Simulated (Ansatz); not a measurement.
## Electronic structure of Al₅P₆ (slab) in real space

The calculation's input:

```
crystal:
  lattice:
    - [3.8938964335, 0.0, 0.0]
    - [0.0, 3.8938964335, 0.0]
    - [0.0, 0.0, 28.7670028668]
  atoms:
    - { symbol: P, position: [0.0, 0.5, 0.2607153771] }
    - { symbol: Al, position: [0.5, 0.5, 0.3085723017] }
    - { symbol: P, position: [0.5, 0.0, 0.3564292263] }
    - { symbol: Al, position: [0.0, 0.0, 0.4042861508] }
    - { symbol: P, position: [0.0, 0.5, 0.4521430754] }
    - { symbol: Al, position: [0.5, 0.5, 0.5] }
    - { symbol: P, position: [0.5, 0.0, 0.5478569246] }
    - { symbol: Al, position: [0.0, 0.0, 0.5957138492] }
    - { symbol: P, position: [0.0, 0.5, 0.6435707737] }
    - { symbol: Al, position: [0.5, 0.5, 0.6914276983] }
    - { symbol: P, position: [0.5, 0.0, 0.7392846229] }
basis:
  ecutwfc: 420
kpoints:
  mp_grid: { grid: [7, 7, 1] }
hamiltonian:
  xc: pbe
scf:
  occupations: { method: gaussian, width: 0.05 }
output:
  forces: true
  stress: true
  eigenvalues: true
  write_density: true
  write_potential: true
  elf: true
  volumetric_format: npy
efield:
  axis: 3
  dipole_correction: true
  ramp_width: 0.04
```

Launched as:

```sh
ansatz run input.yaml --threads 1 --pin off --max-ram 2560MiB --backend cpu --events-out ev --progress --plain --runs-dir out
```

Not relaxed (largest force 0.4 eV/Å); computed without spin polarisation.

Theory: DFT PBE, scalar-relativistic, plane waves, PAW (Ansatz 0.2.0).

In a PAW calculation such maps are meaningful between the atoms, not at the nuclei.

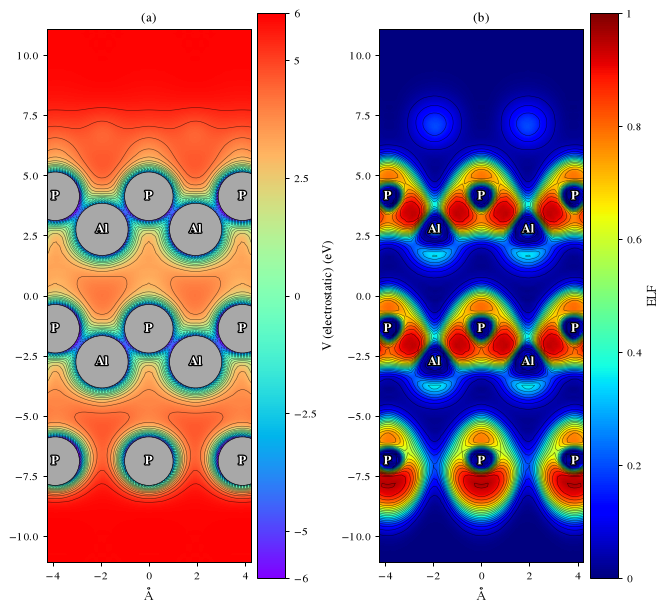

Figure 1. (a) electrostatic potential (local pseudopotential plus Hartree) felt by an electron; (b) ELF on the (100) plane of the calculation cell, a cut from vacuum to vacuum. Grey discs cover the atomic cores in the potential map.

> Describe what can be read from this map.

- Atoms in the plane: P and Al.
- Al–P (2.38 Å): the ELF peaks at about 0.95 between the atoms.
- The ELF also peaks beside P, away from the bonds: lone-pair regions.
- Outside the cores the potential energy rises away from the atoms and is highest in the vacuum; its zero is arbitrary.

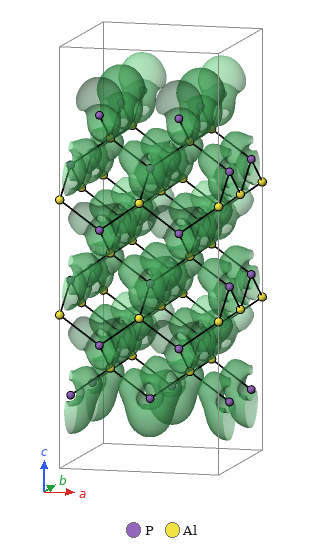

Figure 2. Isosurface of the ELF at 0.75 (green), seen slightly off an axis. Core shells and regions of very low density are left out. Sticks mark near contacts.

> Where are the electrons localised?

The surface consists of six regions on P in which the atom's valence shell and bonds are merged, counted in one cell of 11 atoms. Counts are for one cell; the picture repeats the cell along the surface.

> Does the calculation give a band gap?

It is metallic or semimetallic at this level of theory: no gap opens.
